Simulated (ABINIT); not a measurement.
Positron calculation, with input and output: ZrS$_{2}$ (part 2 of 2)

Continued. System: ZrS$_{2}$ (3 atoms in the cell). Method: Kohn-Sham DFT of a periodic cell, PBEsol, JTH PAW PBE v2.0, no spin polarisation (ABINIT 10.8.3); cutoff 435.38 eV, 6×6×4 k-mesh, fermi-dirac of 0.05 eV. The structure derives from a Materials Project entry.

Geometry of the input (Å; fractional positions):
```
3.6914  0.0000  0.0000
-1.8457  3.1968  0.0000
0.0000  0.0000  6.0411
Zr 0.0000  0.0000  0.0000
S  0.3333  0.6667  0.2379
S  0.6667  0.3333  0.7621
```

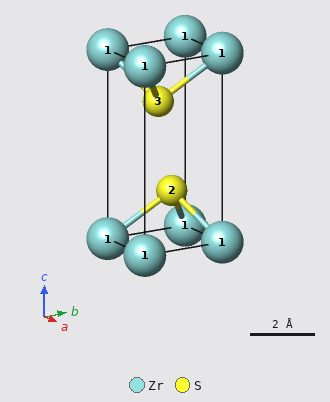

Figure 1. The input geometry (ball-and-stick view of the cell of the calculation, seen slightly off an axis; atoms are numbered from 1 in the order of the input).

The program's output, continued:
```
 cartesian forces (eV/Angstrom) at end:
    1     -0.00000000000000    -0.00000000000000    -0.00000000000000
    2      0.00000000000000     0.00000000000000    -0.14829218802006
    3     -0.00000000000000     0.00000000000000     0.14829218802006
 frms,max,avg= 6.9905608E-02 1.4829219E-01   0.000E+00  0.000E+00  0.000E+00 e/A
 length scales=  6.975702040300  6.975702040300 11.415981046700 bohr
              =  3.691382547272  3.691382547272  6.041077005916 angstroms
 Fermi (or HOMO) energy (hartree) =   0.20621   Average Vxc (hartree)=  -0.35491
 Eigenvalues (hartree) for nkpt=  24  k points:
 kpt#   1, nband= 16, wtk=  0.00694, kpt=  0.0000  0.0000  0.0000 (reduced coord)
  -1.60827   -0.80306   -0.79755   -0.79755   -0.27359   -0.22138    0.03219    0.08651
   0.08651    0.18577    0.18577    0.18696    0.24502    0.24502    0.27578    0.37242
      occupation numbers for kpt#   1
   2.00000    2.00000    2.00000    2.00000    2.00000    2.00000    2.00000    2.00000
   2.00000    1.99997    1.99997    1.99994    0.00000    0.00000    0.00000    0.00000
 prteigrs : prtvol=0 or 1, do not print more k-points.

--- !EnergyTerms
iteration_state     : {dtset: 1, }
comment             : Components of total free energy in Hartree
kinetic             :  2.09148415668332E+01
hartree             :  1.83726513931760E+01
xc                  : -1.40174942362325E+01
Ewald energy        : -4.66085508619058E+01
psp_core            :  1.10097015112682E+00
local_psp           : -6.30632339668745E+01
PAW spherical_terms :  1.50177294465054E+01
internal            : -6.82830865073713E+01
'-kT*entropy'       : -1.56611337342420E-07
total_energy        : -6.82830866639827E+01
total_energy_eV     : -1.85807744528143E+03
...

--- !EnergyTermsDC
iteration_state     : {dtset: 1, }
comment             : '"Double-counting" decomposition of free energy'
band_energy         : -7.71426076259004E+00
Ewald energy        : -4.66085508619058E+01
psp_core            :  1.10097015112682E+00
xc_dc               : -1.72025546130560E+01
PAW spherical_terms :  2.14130705810981E+00
internal            : -6.82830890283152E+01
'-kT*entropy'       : -1.56611337342420E-07
total_energy_dc     : -6.82830891849266E+01
total_energy_dc_eV  : -1.85807751387981E+03
...

--- !EnergyTermsWithPAWCore
iteration_state     : {dtset: 1, }
comment             : 'Components of total free energy, including PAW core contributions'
Total energy        : -4.39407812660105E+03
Total energy DC     : -4.39407812912199E+03
Total energy (eV)   : -1.19568957097958E+05
Total energy DC (eV): -1.19568957166556E+05
...

 Cartesian components of stress tensor (hartree/bohr^3)
  sigma(1 1)=  1.06837349E-04  sigma(3 2)=  0.00000000E+00
  sigma(2 2)=  1.06837349E-04  sigma(3 1)=  0.00000000E+00
  sigma(3 3)=  5.23421210E-05  sigma(2 1)=  0.00000000E+00

-Cartesian components of stress tensor (GPa)         [Pressure= -2.6088E+00 GPa]
- sigma(1 1)=  3.14326332E+00  sigma(3 2)=  0.00000000E+00
- sigma(2 2)=  3.14326332E+00  sigma(3 1)=  0.00000000E+00
- sigma(3 3)=  1.53995837E+00  sigma(2 1)=  0.00000000E+00

================================================================================
== DATASET  2 ==================================================================

--- !DatasetInfo
iteration_state: {dtset: 2, }
dimensions: {natom: 3, nkpt: 1, mband: 1, nsppol: 1, nspinor: 1, nspden: 1, mpw: 737, }
cutoff_energies: {ecut:  16.0, pawecutdg:  32.0, }
electrons: {nelect:   1.00000000E+00, charge:   0.00000000E+00, occopt:   2.00000000E+00, tsmear:   1.00000000E-02, }
meta: {optdriver: 0, ionmov: 0, optcell: 0, iscf: 17, paral_kgb: 0, }
...

 mkfilename : getden/=0, take file _DEN from output of DATASET   1.

 Real(R)+Recip(G) space primitive vectors, cartesian coordinates (Bohr,Bohr^-1):
 R(1)=  6.9757020  0.0000000  0.0000000  G(1)=  0.1433547  0.0827659  0.0000000
 R(2)= -3.4878510  6.0411352  0.0000000  G(2)=  0.0000000  0.1655318  0.0000000
 R(3)=  0.0000000  0.0000000 11.4159810  G(3)=  0.0000000  0.0000000  0.0875965
 Unit cell volume ucvol=  4.8108267E+02 bohr^3
 Angles (23,13,12)=  9.00000000E+01  9.00000000E+01  1.20000000E+02 degrees

 Coarse grid specifications (used for wave-functions):

 getcut: wavevector=  0.0000  0.0000  0.0000  ngfft=  27  27  45
         ecut(hartree)=     16.000   => boxcut(ratio)=   2.07199

 Fine grid specifications (used for densities):

 getcut: wavevector=  0.0000  0.0000  0.0000  ngfft=  36  36  60
         ecut(hartree)=     32.000   => boxcut(ratio)=   2.02663

--- Pseudopotential description ------------------------------------------------
- pspini: atom type   1  psp file is ./Zr.GGA_PBE-JTH.xml
 Pseudopotential format is: paw10
 basis_size (lnmax)=  6 (lmn_size= 18), orbitals=   0   0   1   1   2   2
 Spheres core radius: rc_sph= 2.22030268
 Shapefunction is BESSEL type: shapef(r,l)=aa(1,l)*jl(q(1,l)*r)+aa(2,l)*jl(q(2,l)*r)
 Radius for shape functions =  2.22030268
 Compensation charge density is not taken into account in XC energy/potential

- pspini: atom type   2  psp file is ./S.GGA_PBE-JTH.xml
 Pseudopotential format is: paw10
 basis_size (lnmax)=  4 (lmn_size=  8), orbitals=   0   0   1   1
 Spheres core radius: rc_sph= 1.90380259
 Shapefunction is SIN type: shapef(r)=[sin(pi*r/rshp)/(pi*r/rshp)]**2
 Radius for shape functions =  1.40128485
 Compensation charge density is not taken into account in XC energy/potential

--------------------------------------------------------------------------------

================================================================================

--- !BeginCycle
iteration_state: {dtset: 2, }
solver: {iscf: 17, nstep: 80, nline: 10, wfoptalg: 10, }
tolerances: {toldfe: 1.00E-07, }
...

     iter   Etot(hartree)      deltaE(h)  residm     nres2
 ETOT  1  -68.761262991104    -6.876E+01 3.616E-01 1.005E-01
 ETOT  2  -68.832660321043    -7.140E-02 1.228E-06 3.036E-01
 ETOT  3  -68.832660437237    -1.162E-07 6.099E-13 2.434E-01
 ETOT  4  -68.832663428380    -2.991E-06 6.966E-15 5.717E-02
 ETOT  5  -68.832660437237     2.991E-06 6.437E-14 2.032E-03
 ETOT  6  -68.832663542560    -3.105E-06 7.157E-14 3.994E-06
 ETOT  7  -68.832660441688     3.101E-06 6.529E-14 9.350E-07
 ETOT  8  -68.832660437237     4.451E-09 3.611E-17 4.783E-08
 ETOT  9  -68.832660437496    -2.582E-10 1.610E-19 2.340E-09

 At SCF step    9, etot is converged :
  for the second time, diff in etot=  2.582E-10 < toldfe=  1.000E-07

--- !ResultsGS
iteration_state: {dtset: 2, }
comment   : Summary of ground state results
lattice_vectors:
- [  6.9757020,   0.0000000,   0.0000000, ]
- [ -3.4878510,   6.0411352,   0.0000000, ]
- [  0.0000000,   0.0000000,  11.4159810, ]
lattice_lengths: [   6.97570,    6.97570,   11.41598, ]
lattice_angles: [ 90.000,  90.000, 120.000, ] # degrees, (23, 13, 12)
lattice_volume:   4.8108267E+02
convergence: {deltae: -2.582E-10, res2:  2.340E-09, residm:  1.610E-19, diffor:  0.000E+00, }
etotal    :  -6.88326604E+01
entropy   :   0.00000000E+00
fermie    :  -5.49571252E-01
cartesian_stress_tensor: null
pressure_GPa: null
xred      :
- [  0.0000E+00,   0.0000E+00,   0.0000E+00, Zr]
- [  3.3333E-01,   6.6667E-01,   2.3791E-01,  S]
- [  6.6667E-01,   3.3333E-01,   7.6209E-01,  S]
cartesian_forces: null
force_length_stats: {min: null, max: null, mean: null, }
...

 Integrated electronic density in atomic spheres:
 ------------------------------------------------
 Atom  Sphere_radius  Integrated_density
    1        2.22030          0.00416755
    2        1.90380          0.01109881
    3        1.90380          0.01109881

--------------------------------------------------------------------------------
 Results for electron-positron annihilation:

 # Zero-positron density limit of Arponen and Pajanne fitted by Sterne & Kaiser
   Ref.: P.A. Sterne and J.H. Kaiser, Phys. Rev. B 43, 13892 (1991)
 # Enhancement factor of Sterne & Kaiser
   Ref.: P.A. Sterne and J.H. Kaiser, Phys. Rev. B 43, 13892 (1991)

 Positron lifetime                         (ps)   =  2.60932697E+02
 Positron lifetime with IPM for core elec. (ps)   =  2.61625664E+02
 Annihilation rate                         (ns-1) =  3.83240587E+00
 Annihilation rate with IPM for core elec. (ns-1) =  3.82225499E+00

 Annihilation rate core/valence decomposition:
   Core    contribution to ann.rate          (ns-1) =  6.07155133E-02
   Valence contribution to ann.rate          (ns-1) =  3.77169036E+00
   Core    contribution to ann.rate with IPM (ns-1) =  4.88858762E-02
   Valence contribution to ann.rate with IPM (ns-1) =  3.77336911E+00

 Annihilation rate PAW decomposition:
   Plane-wave contribution to ann.rate          (ns-1) =  3.84506803E+00
   Plane-wave valence contribution to ann.rate  (ns-1) =  3.82322224E+00
   On-site core contribution to ann.rate        (ns-1) =  3.88697286E-02
   On-site valence contribution to ann.rate     (ns-1) = -5.15318822E-02
   Plane-wave contribution to ann.rate with IPM (ns-1) =  3.83791251E+00
   Plane-wave core contrb. to ann.rate with IPM (ns-1) =  1.11634358E-02

      (*) IPM=Independent particle Model

================================================================================

 ----iterations are completed or convergence reached----

 Mean square residual over all n,k,spin=   16.101E-20; max=  16.101E-20
 reduced coordinates (array xred) for    3 atoms
       0.000000000000      0.000000000000      0.000000000000
       0.333333333333      0.666666666667      0.237909970000
       0.666666666667      0.333333333333      0.762090030000
 rms dE/dt=  0.0000E+00; max dE/dt=  0.0000E+00; dE/dt below (all hartree)
    1       0.000000000000      0.000000000000      0.000000000000
    2       0.000000000000      0.000000000000      0.000000000000
    3       0.000000000000      0.000000000000      0.000000000000

 cartesian coordinates (angstrom) at end:
    1      0.00000000000000     0.00000000000000     0.00000000000000
    2      0.00000000000000     2.13122070738770     1.43723244924514
    3      1.84569127363602     1.06561035369385     4.60384455667074
 length scales=  6.975702040300  6.975702040300 11.415981046700 bohr
              =  3.691382547272  3.691382547272  6.041077005916 angstroms
 Fermi (or HOMO) energy (hartree) =  -0.54957   Average Vxc (hartree)=  -0.32354
 Eigenvalues (hartree) for nkpt=   1  k points:
 kpt#   1, nband=  1, wtk=  1.00000, kpt=  0.0000  0.0000  0.0000 (reduced coord)
  -0.54957

--- !EnergyTerms
iteration_state     : {dtset: 2, }
comment             : Components of total free energy in Hartree
kinetic             :  6.81877279722302E-02
local_psp           : -1.60412536450384E+00
PAW spherical_terms :  1.50854584707186E-02
positronic          : -1.52085217806089E+00
electronic          : -6.82830891849266E+01
electron_positron_interaction:  9.71271077732538E-01
total_energy        : -6.88326702852549E+01
total_energy_eV     : -1.87303237747433E+03
...

--- !EnergyTermsDC
iteration_state     : {dtset: 2, }
comment             : '"Double-counting" decomposition of free energy'
band_energy         : -5.49571252433236E-01
PAW spherical_terms :  0.00000000000000E+00
electron_positron_dc: -9.71271077868246E-01
positronic          : -1.52084233030148E+00
electronic          : -6.82830891849266E+01
electron_positron_interaction:  9.71271077732538E-01
total_energy_dc     : -6.88326604374955E+01
total_energy_dc_eV  : -1.87303210950315E+03
...

== END DATASET(S) ==============================================================
================================================================================

 -outvars: echo values of variables after computation  --------
            acell      6.9757020403E+00  6.9757020403E+00  1.1415981047E+01 Bohr
           etotal1    -6.8283089185E+01
           etotal2    -6.8832660437E+01
            fcart1    -2.0586851962E-28 -2.3771649044E-28 -0.0000000000E+00
                       7.2053981867E-28  1.1885824522E-28 -2.8838239145E-03
                      -5.1467129905E-28  1.1885824522E-28  2.8838239145E-03
            fcart2     9.9999999999E+99  9.9999999999E+99  9.9999999999E+99
                       9.9999999999E+99  9.9999999999E+99  9.9999999999E+99
                       9.9999999999E+99  9.9999999999E+99  9.9999999999E+99
            rprim      1.0000000000E+00  0.0000000000E+00  0.0000000000E+00
                      -5.0000000000E-01  8.6602540380E-01  0.0000000000E+00
                       0.0000000000E+00  0.0000000000E+00  1.0000000000E+00
           strten1     1.0683734866E-04  1.0683734858E-04  5.2342121038E-05
                       0.0000000000E+00  0.0000000000E+00  0.0000000000E+00
           strten2     9.9999999999E+99  9.9999999999E+99  9.9999999999E+99
                       9.9999999999E+99  9.9999999999E+99  9.9999999999E+99
           xangst      0.0000000000E+00  0.0000000000E+00  0.0000000000E+00
                       1.0029664822E-17  2.1312207074E+00  1.4372324492E+00
                       1.8456912736E+00  1.0656103537E+00  4.6038445567E+00
             xred      0.0000000000E+00  0.0000000000E+00  0.0000000000E+00
                       3.3333333333E-01  6.6666666667E-01  2.3790997000E-01
                       6.6666666667E-01  3.3333333333E-01  7.6209003000E-01
 Calculation completed.
```

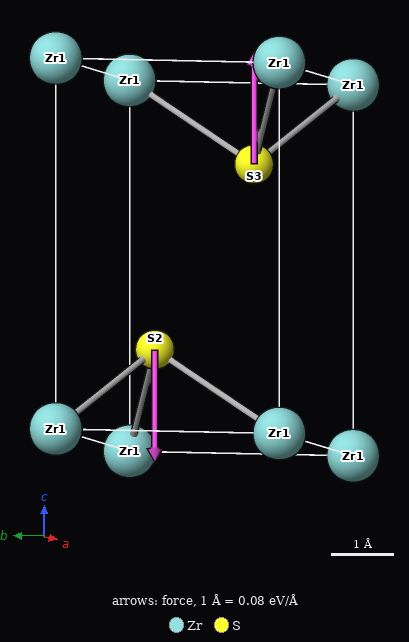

Figure 2. Forces on the atoms as pink arrows (ball-and-stick view of the cell of the calculation, seen at an oblique angle; atoms are numbered from 1 in the order of the input). The largest act on S2, S3 (0.15 eV/Å). The geometry is not a stationary point of this energy.

Summary:

- outcome: converged
- space group (tolerance 0.01 Å): P-3m1 (164)
- electrons treated: 24
- free energy: −1858.0775 eV
- positron lifetime (one of the program's estimates): 260.9 ps
- Fermi energy: 5.611 eV
- gap on the k-point mesh: 1.00 eV
- pressure: −2.61 GPa
- largest force (length of the vector): 0.148 eV/Å
- hardware: 1 thread of Intel Xeon (Sapphire Rapids), 64 GiB of memory available, shared host
- wall time: 18 s
- peak memory: 0.1 GiB

Points of doubt noted for this run: PAW basis incomplete for positron.
